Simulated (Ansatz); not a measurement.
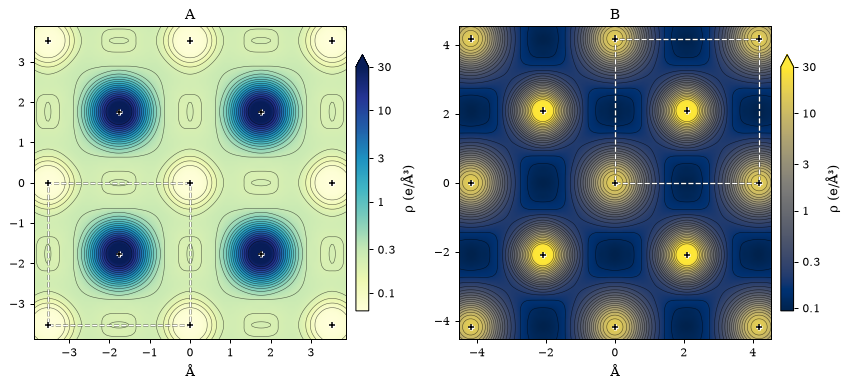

The valence charge density (pseudo) of 2 systems, each on a plane through atoms (crosses mark nuclei in the plane).

Computed with DFT PBEsol, scalar-relativistic, plane waves, PAW in Ansatz 0.2.0.

System 1: AlCo₃, the (010) plane of the conventional cell. Space group Pm-3m; a structure from a database of computed crystals, not necessarily the ambient phase; spin-polarised.

```
CELL_PARAMETERS angstrom
3.52932 0.00000 0.00000
0.00000 3.52932 0.00000
0.00000 0.00000 3.52932
ATOMIC_POSITIONS crystal
Al 0.00000 0.00000 0.00000
Co 0.50000 0.50000 0.00000
Co 0.50000 0.00000 0.50000
Co 0.00000 0.50000 0.50000
```

System 2: CoSn₃, the (001) plane of the cell of the magnetic structure. Space group Pm-3m; started from the Cu3Au (L1_2) prototype, which need not be the ambient phase; computed pressure about 15 GPa in this cell; spin-polarised.

```cif
data_structure
_symmetry_space_group_name_H-M 'P 1'
_symmetry_Int_Tables_number 1
_cell_length_a 4.1820
_cell_length_b 4.1820
_cell_length_c 8.3641
_cell_angle_alpha 90.000
_cell_angle_beta 90.000
_cell_angle_gamma 90.000
_cell_volume 146.28
loop_
_atom_site_label
_atom_site_type_symbol
_atom_site_fract_x
_atom_site_fract_y
_atom_site_fract_z
_atom_site_occupancy
Sn1 Sn 0.00000 0.50000 0.25000 1
Sn2 Sn 0.50000 0.00000 0.25000 1
Sn3 Sn 0.50000 0.50000 0.00000 1
Co1 Co 0.00000 0.00000 0.00000 1
Sn4 Sn 0.00000 0.50000 0.75000 1
Sn5 Sn 0.50000 0.00000 0.75000 1
Sn6 Sn 0.50000 0.50000 0.50000 1
Co2 Co 0.00000 0.00000 0.50000 1
```

Q: Which map belongs to which system?

A: Panel A is system 1, AlCo₃: the plane holds Al and Co. Al–Co (2.50 Å): ρ is about 0.31 e/Å³ halfway. Panel B is system 2, CoSn₃: the plane holds Sn and Co. Co–Sn (2.96 Å): ρ is about 0.22 e/Å³ halfway.
